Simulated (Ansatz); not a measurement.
## AlRu: geometry relaxation (part 1 of 2)

System: AlRu (Pm-3m, 12 atoms in the cell).
Method: DFT PBEsol, scalar-relativistic, plane waves, PAW, no spin polarisation (Ansatz 0.2.0).

The structure derives from a Materials Project entry. It belongs to a series of runs on one base structure; here: 0 of 6 Ru sites taken by Ti, cell and atoms relaxed. Figures and captions count atoms from 1; the log counts them from 0 in places.

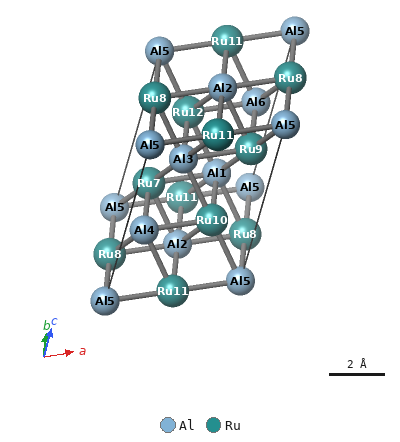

*The input geometry (ball-and-stick view of the cell of the calculation, seen at an oblique angle; atoms are numbered from 1 in the order of the input). An atom can appear more than once, as a periodic image.*

Summary:

- outcome: converged
- space group (tolerance 0.01 Å): Pm-3m (221)
- electrons treated: 114
- free energy: −38053.8547 eV
- Fermi energy: 16.303 eV
- gap on the k-point mesh: none (metallic)
- pressure: 0.01 GPa
- final volume: 158.16 Å³
- largest force (length of the vector) at the end: under 0.001 eV/Å
- final cell: a = 5.154 Å, b = 5.154 Å, c = 6.661 Å, α = 75.04°, β = 75.04°, γ = 70.40°
- hardware: 2 threads of AMD EPYC (Zen 3), 32 GiB of memory available, shared host
- wall time: 92 s (CPU time 3 min)
- peak memory: 1.1 GiB

Input:
```yaml
crystal:
  lattice:
    - [2.9763144545, -2.9763144545, -2.9763144545]
    - [2.9763144545, -2.9763144545, 2.9763144545]
    - [-2.9763144545, -5.9526289089, 0.0]
  atoms:
    - { symbol: Al, position: [0.6666666667, 0.6666666667, 0.3333333333] }
    - { symbol: Al, position: [0.5, 0.5, 0.0] }
    - { symbol: Al, position: [0.3333333333, 0.3333333333, 0.6666666667] }
    - { symbol: Al, position: [0.1666666667, 0.1666666667, 0.3333333333] }
    - { symbol: Al, position: [0.0, 0.0, 0.0] }
    - { symbol: Al, position: [0.8333333333, 0.8333333333, 0.6666666667] }
    - { symbol: Ru, position: [0.1666666667, 0.6666666667, 0.3333333333] }
    - { symbol: Ru, position: [0.0, 0.5, 0.0] }
    - { symbol: Ru, position: [0.8333333333, 0.3333333333, 0.6666666667] }
    - { symbol: Ru, position: [0.6666666667, 0.1666666667, 0.3333333333] }
    - { symbol: Ru, position: [0.5, 0.0, 1.0] }
    - { symbol: Ru, position: [0.3333333333, 0.8333333333, 0.6666666667] }
basis:
  ecutwfc: 420
kpoints:
  mp_grid: { grid: [8, 8, 6] }
hamiltonian:
  xc: pbesol
scf:
  occupations: { method: gaussian, width: 0.1 }
output:
  forces: true
  stress: true
  eigenvalues: true
relax:
  adjacent_minimum: "off"
  f_tol: 0.015
  max_steps: 60
  cell: { stress_tol: 0.15 }
```

Run as:
```bash
ansatz run input.yaml --threads 2 --pin off --max-ram 5120MiB --backend cpu --events-out ev --progress --plain --runs-dir out
```

What the program printed:
```
Engine: ansatz 0.2.0, x86_64-unknown-linux-gnu
Pseudopotentials: kind: paw
Pseudopotential: Al, paw, valence charge 3, recommended cutoff 420 eV (normal), Al.paw.azcp
Pseudopotential: Ru, paw, valence charge 16, recommended cutoff 420 eV (normal), Ru.paw.azcp
Functional definition: PBEsol
  exchange = pbesol_x
  correlation = pbesol_c
Crystal: 12 atoms, lattice volume = 158.193 Å³
Basis set: ecut = 420 eV, 3103 PW (Γ), exchange–correlation on 72×72×90 points (8 copies of the dense FFT grid, shifted against one another)
Bands: 69, of which v1, the nominal top of the filled ones, is band 57 counted from 1 (56 counted from 0)
Symmetry: 24 space group operations
Space group: Pm-3m (ITA 221), of the structure as read, at distance tolerance 5.4e-5 Å
k-points: 114 of 384
Non-local potential: Al, projectors of the file, l = 0: 2, l = 1: 2, l = 2: 1
Non-local potential: Ru, projectors of the file, l = 0: 3, l = 1: 2, l = 2: 2, l = 3: 1
PAW form: soft (Blöchl's): semilocal exchange-correlation on the pseudo side does not see the compensation charge
PAW frozen core: Al, regenerated for the run's functional, and the local potential with it (the file was generated under x = pbe(κ = 0.804, μ = 0.2195149727645171), c = pbe(β = 0.06672455060314922))
PAW frozen core: Ru, regenerated for the run's functional, and the local potential with it (the file was generated under x = pbe(κ = 0.804, μ = 0.2195149727645171), c = pbe(β = 0.06672455060314922))
PAW one-centre angular grid: Al, 110 points (default); XC on 64 Gauss nodes
PAW one-centre angular grid: Ru, 590 points (default); XC on 64 Gauss nodes
Initial density: superposition of atomic densities (neutral atoms: chi_scale 0, normalization atom), corrected by the library's trained network
Initial wavefunctions: pseudopotential atomic-orbital guess
Functional: x = pbesol(κ = 0.804, μ = 0.12345679012345678), c = pbesol(β = 0.046)
SCF iter   1: F=—  HF=-38053.887147 eV  |F-HF|=—  |Δ(HF+E_count)|=         —  Δρ=9.04e-3  dr2=1.50e-1  ethr=1.77e-3  ⟨swp⟩=7.2  Hψ=30413  notcnv=0  defer=57
preconditioner: auto → Kerker (q_TF=auto, 2.583 Å⁻¹)  [metal: Δε(μ)=0.015 eV  Ē_g=5.998 eV  σ=0.100 eV  W_gap=0.08  n_scr=38 (ndim 8)  ℏωp=24.0 eV  f_vac=0.000  D(μ)=9.80/eV (n_scr^D=102)]
SCF iter   2: F=—  HF=-38053.858968 eV  |F-HF|=—  |Δ(HF+E_count)|=   2.82e-2  Δρ=3.54e-3  dr2=2.34e-2  ethr=1.32e-4  ⟨swp⟩=1.3  Hψ=9998  notcnv=0  defer=84
SCF iter   3: F=—  HF=-38053.854359 eV  |F-HF|=—  |Δ(HF+E_count)|=   4.61e-3  Δρ=5.57e-4  dr2=2.18e-4  ethr=2.05e-5  ⟨swp⟩=2.0  Hψ=10803  notcnv=0  defer=84
SCF iter   4: F=—  HF=-38053.854377 eV  |F-HF|=—  |Δ(HF+E_count)|=   1.76e-5  Δρ=9.01e-5  dr2=2.15e-5  ethr=1.91e-7  ⟨swp⟩=2.0  Hψ=11573  notcnv=0  defer=84
SCF iter   5: F=—  HF=-38053.854517 eV  |F-HF|=—  |Δ(HF+E_count)|=   1.41e-4  Δρ=1.98e-5  dr2=6.87e-7  ethr=1.89e-8  ⟨swp⟩=2.2  Hψ=10952  notcnv=0  defer=84
SCF iter   6: F=-38053.854517 eV  HF=-38053.854517 eV  |F-HF|=1.11e-8  |Δ(HF+E_count)|=   3.03e-7  Δρ=4.54e-6  dr2=2.54e-8  ethr=8.77e-11  ⟨swp⟩=9.7  Hψ=31382  notcnv=0
SCF 1 converged in 6 iterations: F = -38053.854517 eV  dr2 = 2.54e-8
  greatest PAW one-centre occupation: 0.999 electrons in one spin orbital (limit 2), on the Ru atom at site 11 (counted from 0), in its partial waves of l = 0
relax step   1: F+E_penalty+E_count = -38053.85451706 eV  Δ(F+E_penalty+E_count) = +0.000e0 eV  max|allowed force component| = 1.032e-26 eV/Å  Δτ_max = 0.0000 Å  P = -0.033 GPa  Ω = 158.193 Å³  (6 SCF iters, dr2 threshold 1.00e-7 eV, accepted)
Crystal: 12 atoms, lattice volume = 158.162 Å³
Basis set: ecut = 420 eV, 3099 PW (Γ), exchange–correlation on 72×72×90 points (8 copies of the dense FFT grid, shifted against one another)
Initial density: handed on by an earlier stage of this run
Initial wavefunctions: those handed on with the density
iter 1 solved again at ethr=7.22e-8 eV; its pass at ethr=3.10e-3 eV (dr2=8.23e-5 eV) is discarded
SCF iter   1: F=—  HF=-38053.854524 eV  |F-HF|=—  |Δ(HF+E_count)|=         —  Δρ=2.41e-4  dr2=2.73e-5  ethr=7.22e-8  ⟨swp⟩=3.0  Hψ=35340  notcnv=0
preconditioner: auto → Kerker (q_TF=auto, 2.583 Å⁻¹)  [metal: Δε(μ)=0.004 eV  Ē_g=5.992 eV  σ=0.100 eV  W_gap=0.02  n_scr=38 (ndim 8)  ℏωp=24.0 eV  f_vac=0.000  D(μ)=9.85/eV (n_scr^D=102)]
SCF iter   2: F=—  HF=-38053.854681 eV  |F-HF|=—  |Δ(HF+E_count)|=   1.57e-4  Δρ=1.31e-4  dr2=9.51e-6  ethr=2.39e-8  ⟨swp⟩=1.0  Hψ=7866  notcnv=0
SCF iter   3: F=—  HF=-38053.854679 eV  |F-HF|=—  |Δ(HF+E_count)|=   1.45e-6  Δρ=1.29e-5  dr2=2.07e-7  ethr=8.35e-9  ⟨swp⟩=1.0  Hψ=7867  notcnv=0
iter 4 did not close the SCF: its close was put off for the readings that it lacked (scf_convergence_deferred on its scf_iter line)
SCF iter   4: F=-38053.854679 eV  HF=-38053.854679 eV  |F-HF|=4.08e-9  |Δ(HF+E_count)|=   5.22e-8  Δρ=2.24e-6  dr2=6.32e-9  ethr=1.82e-10  ⟨swp⟩=2.1  Hψ=12220  notcnv=0
iter 5 did not close the SCF: its close was put off for the readings that it lacked (scf_convergence_deferred on its scf_iter line)
SCF iter   5: F=-38053.854679 eV  HF=-38053.854679 eV  |F-HF|=1.53e-10  |Δ(HF+E_count)|=   1.85e-9  Δρ=4.62e-7  dr2=2.93e-10  ethr=5.54e-12  ⟨swp⟩=2.0  Hψ=12978  notcnv=0
SCF iter   6: F=-38053.854679 eV  HF=-38053.854679 eV  |F-HF|=1.46e-11  |Δ(HF+E_count)|=  3.64e-11  Δρ=1.06e-7  dr2=1.34e-11  ethr=1.00e-12  ⟨swp⟩=1.4  Hψ=16760  notcnv=0
SCF 2 converged in 6 iterations: F = -38053.854679 eV  dr2 = 1.34e-11
relax step   2: F+E_penalty+E_count = -38053.85467936 eV  Δ(F+E_penalty+E_count) = -1.623e-4 eV  max|allowed force component| = 9.188e-28 eV/Å  Δτ_max = 0.0000 Å  P = +0.009 GPa  Ω = 158.162 Å³  energy of the carried Pulay correction = +1.005e-5 eV  (6 SCF iters, dr2 threshold 1.41e-7 eV, accepted)
Initial wavefunctions: pseudopotential atomic-orbital guess (no wavefunctions were taken with the density)
iter 1 solved again at ethr=5.51e-8 eV; its pass at ethr=3.10e-3 eV (dr2=6.28e-5 eV) is discarded
SCF iter   1: F=—  HF=-38053.854502 eV  |F-HF|=—  |Δ(HF+E_count)|=         —  Δρ=5.83e-6  dr2=6.27e-9  ethr=5.51e-8  ⟨swp⟩=3.0  Hψ=51860  notcnv=0
eigensolver tolerance schedule: the retry pair's looser diagonalisation over-reported the residual by 10010.93 of it (diagonalisation noise at 0.22 of the residual, at the tolerance the schedule requests for it); recorded, not acted on — ethr = c·dr2/N_el stays at c = 1.0e-1
preconditioner: auto → Kerker (q_TF=auto, 2.583 Å⁻¹)  [metal: Δε(μ)=0.005 eV  Ē_g=5.992 eV  σ=0.100 eV  W_gap=0.03  n_scr=38 (ndim 8)  ℏωp=24.0 eV  f_vac=0.000  D(μ)=9.85/eV (n_scr^D=102)]
SCF iter   2: F=—  HF=-38053.854661 eV  |F-HF|=—  |Δ(HF+E_count)|=   1.59e-4  Δρ=2.93e-6  dr2=1.05e-9  ethr=1.00e-12  ⟨swp⟩=6.1  Hψ=41839  notcnv=0
iter 3 did not close the SCF: its close was put off for the readings that it lacked (scf_convergence_deferred on its scf_iter line)
SCF iter   3: F=-38053.854661 eV  HF=-38053.854661 eV  |F-HF|=4.37e-11  |Δ(HF+E_count)|=  2.18e-10  Δρ=1.52e-6  dr2=3.40e-10  ethr=1.00e-12  ⟨swp⟩=1.0  Hψ=7866  notcnv=0
iter 4 did not close the SCF: its close was put off for the readings that it lacked (scf_convergence_deferred on its scf_iter line)
SCF iter   4: F=-38053.854661 eV  HF=-38053.854661 eV  |F-HF|=7.28e-12  |Δ(HF+E_count)|=  2.91e-11  Δρ=1.63e-7  dr2=2.61e-11  ethr=1.00e-12  ⟨swp⟩=1.0  Hψ=7866  notcnv=0
iter 5 did not close the SCF: its close was put off for the readings that it lacked (scf_convergence_deferred on its scf_iter line)
SCF iter   5: F=-38053.854661 eV  HF=-38053.854661 eV  |F-HF|=0.00e0  |Δ(HF+E_count)|=    0.00e0  Δρ=7.79e-8  dr2=7.47e-12  ethr=1.00e-12  ⟨swp⟩=1.0  Hψ=7866  notcnv=0
iter 6 did not close the SCF: its close was put off for the readings that it lacked (scf_convergence_deferred on its scf_iter line)
SCF iter   6: F=-38053.854661 eV  HF=-38053.854661 eV  |F-HF|=0.00e0  |Δ(HF+E_count)|=  7.28e-12  Δρ=2.28e-8  dr2=5.67e-13  ethr=1.00e-12  ⟨swp⟩=1.0  Hψ=7866  notcnv=0
SCF iter   7: F=-38053.854661 eV  HF=-38053.854661 eV  |F-HF|=0.00e0  |Δ(HF+E_count)|=  7.28e-12  Δρ=1.33e-8  dr2=2.02e-13  ethr=1.00e-12  ⟨swp⟩=1.0  Hψ=16188  notcnv=0
SCF 3 converged in 7 iterations: F = -38053.854661 eV  dr2 = 2.02e-13
relax step   3: F+E_penalty+E_count = -38053.85466121 eV  Δ(F+E_penalty+E_count) = +1.815e-5 eV  max|allowed force component| = 3.108e-28 eV/Å  Δτ_max = 0.0000 Å  P = +0.009 GPa  Ω = 158.162 Å³  stress off target by 1.01e-1 GPa  SCF on the basis re-selected at this cell (its energy is not comparable with the rows above)  (7 SCF iters)
```

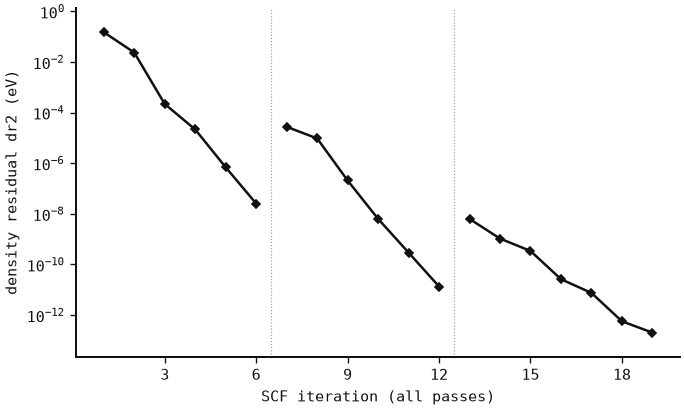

*Convergence of the self-consistent field: density residual dr2 against the SCF iteration. The dotted lines part the SCF passes of the relaxation: geometry steps, rejected trials and re-solves on a re-selected basis.*

The passes take 6, 6 and 7 iterations.

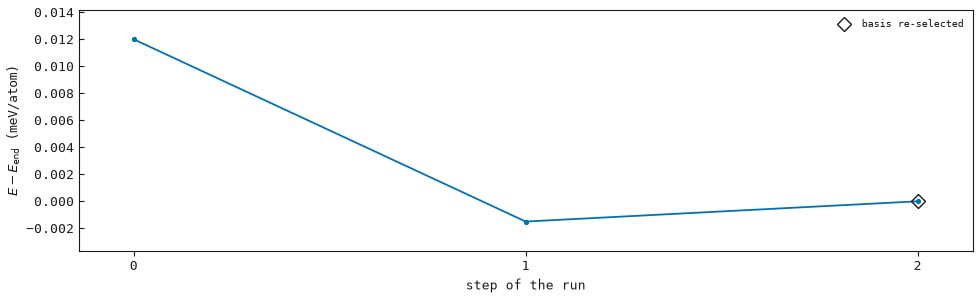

*Progress of the relaxation, step by step (the first geometry is step 0 here and step 1 in the log).*

The energy falls by next to nothing (0.0 meV per atom) in 1 geometry step. All forces vanish by symmetry, so only the cell relaxes. The pressure goes from −0.03 to 0.01 GPa. The atoms keep their places relative to the cell (all moves are under 0.005 Å). A last SCF at the same geometry on a re-selected plane-wave basis shifts the energy by +0.0 meV per atom.

```
basis re-selected at this cell: Δ(F+E_penalty+E_count) = +1.815e-5 eV, ΔP = +0.000 GPa vs the last step (what re-selecting the basis moved, of the pressure what is left beyond the Pulay correction that the steps carried, after the strain that the cell walked since its last selection, with what the two solves' SCF thresholds leave and, on support functions, any second-order correction that the steps lacked; it is no measure of the basis error at this ecutwfc). This SCF's stress stands 1.01e-1 GPa from its target on what of the cell is left free (relax.cell.stress_tol is 1.50e-1 GPa) and its largest allowed force component is 3.11e-28 eV/Å (relax.f_tol is 1.50e-2 eV/Å): within both
SCF converged after 7 iterations
Free energy (F): -38053.854661 eV
Harris-Foulkes:  -38053.854661 eV  (|F-HF|=0.00e0)
Internal energy: -38053.805393 eV  (E = F + TS)
E sigma→0 (E₀):  -38053.830027 eV
Entropy (-TS):   -0.049268 eV (-4.106 meV/atom)
Fermi energy:    16.302600 eV
--- Per-component energies (eV) ---
  E_band       = -699.506391
  E_kinetic    = 3263.138951
  E_local      = -10704.768053  (includes V_loc(G=0)·N_el)
  E_nonlocal   = 2139.861027
  E_hartree    = 3796.203004
  E_xc         = -1386.177367
  E_vxc        = -1623.827958  (∫ρ·V_xc dr)
  E_paw        = -23132.522936  (= ΣΔE_a)
  E_vpaw       = -1366.315227  (= ΣTr[D̂ρ^β])
  E_aug_tail   = -0.001150  (compensation charges beyond the density's cutoff)
  E_ewald      = -12031.173479
  E_core_change = 1.634610  (= ΣΔE_core)
  E_smearing   = -0.049268  (= −TS)
  E_closure    = 0.000000  (closes the sum)
  Σ components = -38053.854661   (vs F -38053.854661, Δ=0.00e0)
```
